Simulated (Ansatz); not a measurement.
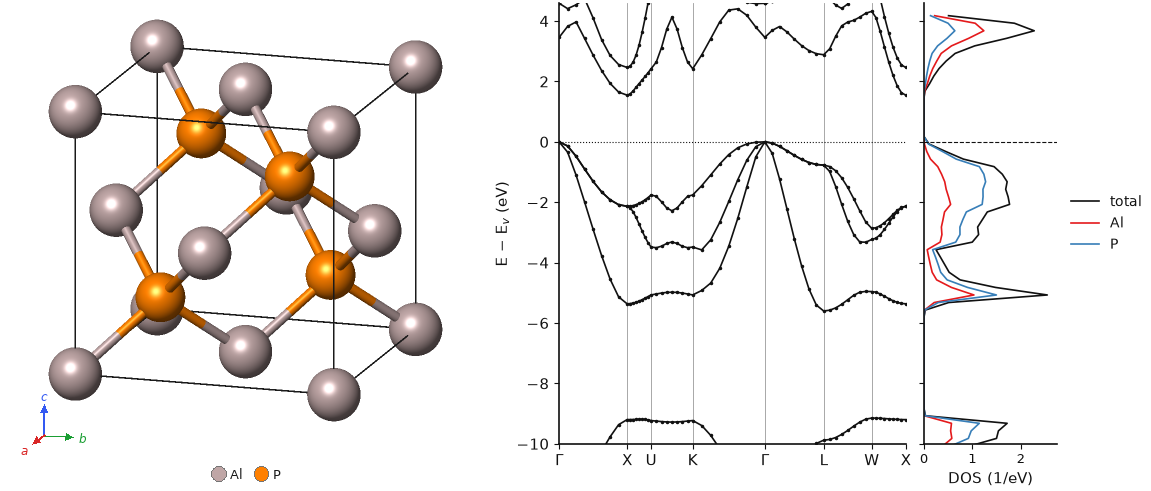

Band structure and density of states, beside the structure. Energies are counted from the top of the valence band. The path runs straight from each named point to the next. The partial curves are projected on Löwdin-orthogonalised atomic shells.

System: AlP, space group F-43m (No. 216), 2 atoms in the cell, a database entry, rescaled; a = 3.84 Å, b = 3.84 Å, c = 3.84 Å, α = 60.00°, β = 60.00°, γ = 60.00°.

Ansatz; DFT with PBE, PAW plane waves, no spin polarisation, 8×8×8 k mesh, 420 eV cutoff, Fermi-Dirac smearing of 0.1 eV.

Read off the fundamental gap and say whether it is direct.

Answer. A semiconductor. The gap along this path is 1.55 eV and indirect, from the valence-band top at Γ to the conduction-band bottom at X; the smallest direct gap is 3.46 eV, at Γ.

How wide is the upper valence band?

Answer. The upper group of valence states starts about 5.6 eV under the valence-band top, with a gap beneath it; it holds about 6 electrons a cell.
